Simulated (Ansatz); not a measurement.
**SiC8 (slab): density, localisation and related maps**

Input file:

```
crystal:
  lattice:
    - [4.9313048819, 0.0, 0.0]
    - [-2.4656524409, 4.2706353015, 0.0]
    - [0.0, 0.0, 17.4000331942]
  atoms:
    - { symbol: C, position: [0.3333333333, 0.1666666667, 0.2298865266] }
    - { symbol: C, position: [0.3333333333, 0.6666666667, 0.2298865266] }
    - { symbol: C, position: [0.8333333333, 0.1666666667, 0.2298865266] }
    - { symbol: C, position: [0.8333333333, 0.6666666667, 0.2298865266] }
    - { symbol: C, position: [0.1666666667, 0.3333333333, 0.2298846189] }
    - { symbol: C, position: [0.1666666667, 0.8333333333, 0.2298846189] }
    - { symbol: C, position: [0.6666666667, 0.3333333333, 0.2298846189] }
    - { symbol: C, position: [0.6666666667, 0.8333333333, 0.2298846189] }
    - { symbol: Si, position: [0.5, 0.25, 0.4252884527], spin: 2.0 }
basis:
  ecutwfc: 420
kpoints:
  mp_grid: { grid: [6, 6, 1] }
hamiltonian:
  xc: pbe
  pseudopotentials: { kind: paw, azcp: { folder: soft_1 } }
  dispersion: d3bj
scf:
  occupations: { method: gaussian, width: 0.1 }
output:
  forces: true
  eigenvalues: true
  populations: true
  write_density: true
  write_potential: true
  elf: true
  volumetric_format: npy
magnetization:
  spin_polarized: true
efield:
  axis: 3
  dipole_correction: true
  ramp_width: 0.04
```

Launched as:

```sh
ansatz run input.yaml --threads 1 --pin off --max-ram 3072MiB --backend cpu --events-out ev --progress --plain --runs-dir out
```

PAW files of the earlier set (soft_1); spin-polarised.

All numbers below come from Ansatz, DFT PBE+D3(BJ), scalar-relativistic, plane waves, PAW.

Core electrons are frozen (PAW), and the valence fields are smoothed inside the atomic spheres.

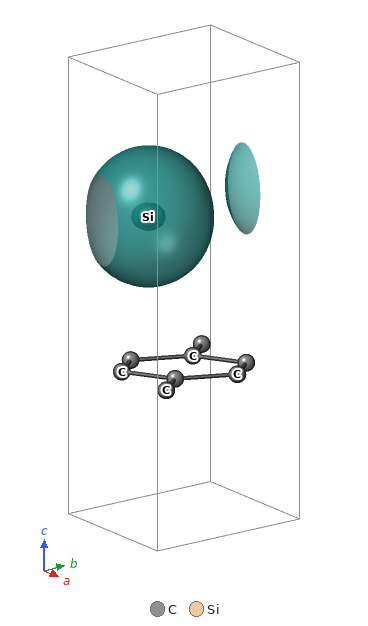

Figure 1. Isosurface of the magnetisation density (up minus down) at +0.05 e/Å³ (teal), seen slightly off an axis. Sticks mark near contacts.

**Describe the spin distribution.**

The spin density sits on Si: +1.2 μB in one cell of 9 atoms: a single local moment. The cell of the calculation (9 atoms) carries 2.0 μB of net spin moment.

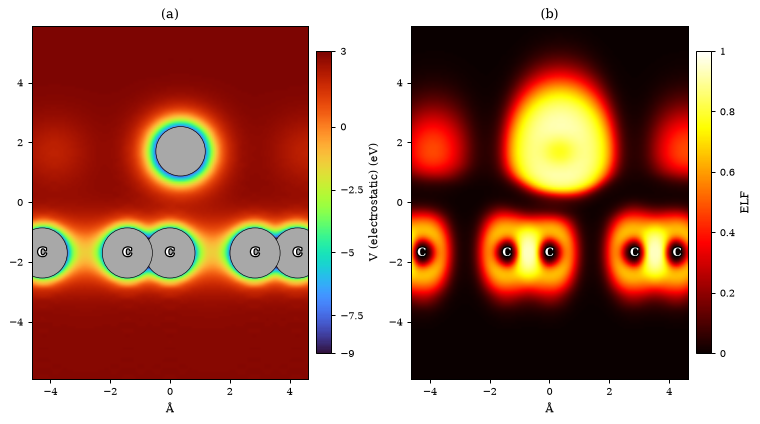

Figure 2. (a) electrostatic potential (local pseudopotential plus Hartree) felt by an electron; (b) ELF on the (110) plane of the calculation cell, a cut from vacuum to vacuum. Grey discs cover the atomic cores in the potential map.

**Read the bonding off the picture.**

The section cuts through C sites. Atoms just off the plane (Si, 0.6 Å away) can leave unmarked features too. C–C (1.42 Å): the ELF peaks at about 0.95 between the atoms. Outside the cores the potential energy rises away from the atoms and is highest in the vacuum; its zero is arbitrary.

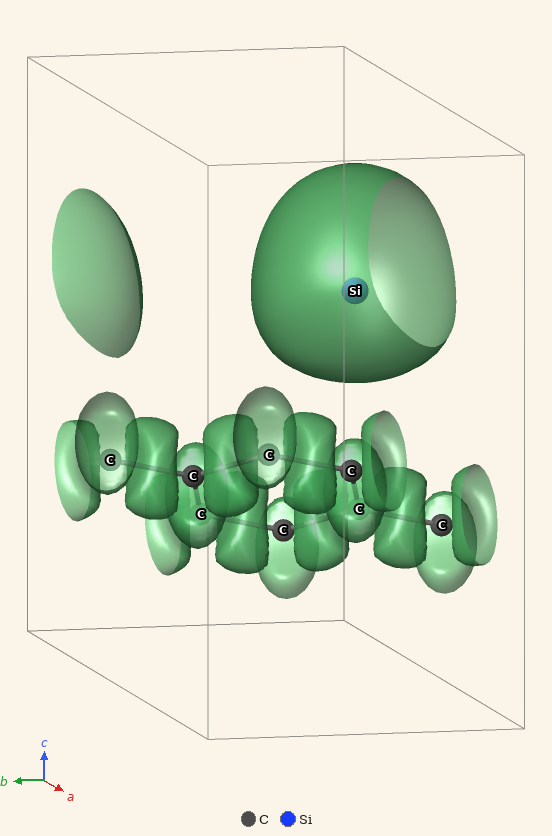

Figure 3. Isosurface of the ELF at 0.7 (green), seen at an oblique angle. Only the valence region is drawn (cores and ρ < 0.01 e/Å³ removed). Sticks mark near contacts.

**What do the ELF domains correspond to?**

The surface consists of twelve regions between bonded C–C atoms and one lobe on Si, pointing away from the bonds (non-bonding electrons), counted in one cell of 9 atoms. Counts are for one cell; the picture repeats the cell along the surface. Profiles from the grid: Si–C (3.47 Å): the ELF peaks at about 0.90 in the valence shell of Si, 1.0 Å from its nucleus, and drops to about 0.10 between the two atoms.

**Does the calculation make it a metal, or give it a gap?**

It is metallic or semimetallic at this level of theory: no gap opens.
